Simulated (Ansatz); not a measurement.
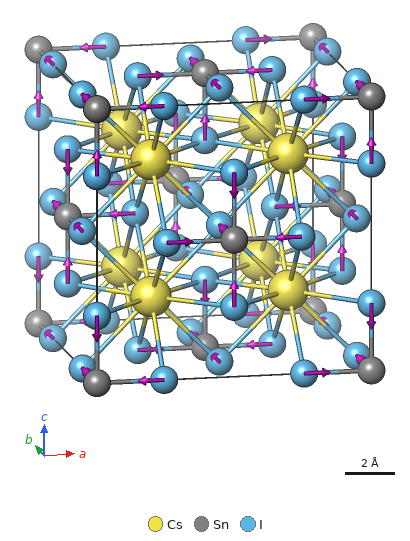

This is a relaxation of solid Cs₂SnI₆ (built on the database type). The starting structure is drawn; purple arrows show the displacements (the part carried along by the change of the cell is left out), 30 times their true length.

Style: ball-and-stick. Shown: the conventional cell (4 times the calculation's cell), slightly off an axis. Lengths and directions refer to the drawn axes.

Case: structure reported for this formula (Fm-3m, No. 225).

Computed with DFT PBE, scalar-relativistic, plane waves, PAW (Ansatz 0.2.0). (plane-wave cutoff 420 eV; k-point mesh 6 × 6 × 6; occupations gaussian; smearing width 0.01 eV; no spin polarisation; cell and atoms relaxed; force threshold 0.01 eV/Å; at most 80 steps)

### Which element moves most?

Iodine: up to 0.038 Å, against 0.000 Å for caesium.

### Describe the change and its energy.

After 3 accepted moves (4 points after the start) the energy has fallen by 18.0 meV per atom. The largest force component goes from 0.31 to 0.0016 eV/Å. The pressure goes from 1.61 to 0.00 GPa. At 1 point the geometry stayed and the basis and grid were re-selected for the new cell (energy shift of 0.4 meV per atom at most each time). The largest moves relative to the cell, 0.038 Å, are those of I atoms. Cs and Sn stay in place. The drawn cell changes as follows: a = b = c 11.630 → 12.038 Å (+3.5 %); the volume changes by +10.9 %. Near-neighbour distances that change, for instance: Cs–I 4.112 → 4.257 Å, I–Sn 2.849 → 2.911 Å. The space group stays Fm-3m (No. 225).
